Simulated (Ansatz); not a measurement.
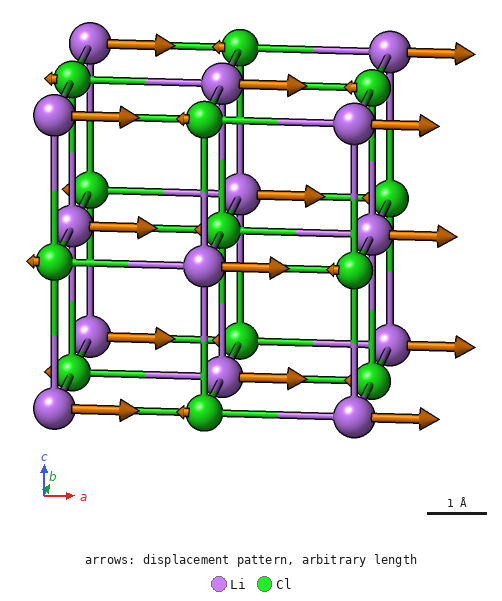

The lowest optical mode of solid LiCl (a generated structure), space group Fm-3m (No. 225), at the zone centre. The orange arrows give the relative displacements of the atoms. A ball-and-stick model of the conventional cell (4 times the calculation's cell), seen from a free direction. Lengths and directions refer to the drawn axes.

Theory: DFT PBE, scalar-relativistic, plane waves, PAW (Ansatz).

Input
```yaml
crystal:
  lattice:
    - [0.0, 2.5752045212, 2.5752045212]
    - [2.5752045212, 0.0, 2.5752045212]
    - [2.5752045212, 2.5752045212, 0.0]
  atoms:
    - { symbol: Li, position: [0.0, 0.0, 0.0] }
    - { symbol: Cl, position: [0.5, 0.5, 0.5] }
basis:
  ecutwfc: 420
kpoints:
  mp_grid: { grid: [8, 8, 8] }
hamiltonian:
  xc: pbe
scf:
  occupations: { method: fixed }
output:
  eigenvalues: true
phonons:
  method: dfpt
  dielectric: true
  rigid_motions: translations
  eigenvectors: true
  qmesh: [4, 4, 4]
  temperatures: { t_max: 1000, t_step: 100 }
  qpath:
    path:
      - [[0.0, 0.0, 0.0], [0.5, 0.0, 0.5], [0.625, 0.25, 0.625]]
      - [[0.375, 0.375, 0.75], [0.0, 0.0, 0.0], [0.5, 0.5, 0.5], [0.5, 0.25, 0.75], [0.5, 0.0, 0.5]]
    npoints: 8
```

Launched with:
```bash
ansatz run input.yaml --threads 1 --pin off --max-ram 2560MiB --backend cpu --events-out ev --progress --plain --runs-dir out
```

Frequencies are those without the non-analytic (LO–TO) term.

Question: Is the structure stable against all modes at this point?

Answer: Yes: this softest mode has a real frequency, and so have all others here. That speaks for this wave vector alone: the rest of the zone wasn't checked in this run. This is the T₁u mode (triply degenerate; one member of the set is drawn) at 167 cm⁻¹, the only optical level, infrared-active by symmetry. The Li sublattice moves against the Cl sublattice, along a; it stretches the shortest Cl–Li bonds (2.58 Å); the kinetic energy is shared as Li 84 %, Cl 16 %. Its infrared intensity is 17 (D/Å)²/amu for the set. The value is the transverse one; the longitudinal partner lies at 383 cm⁻¹.
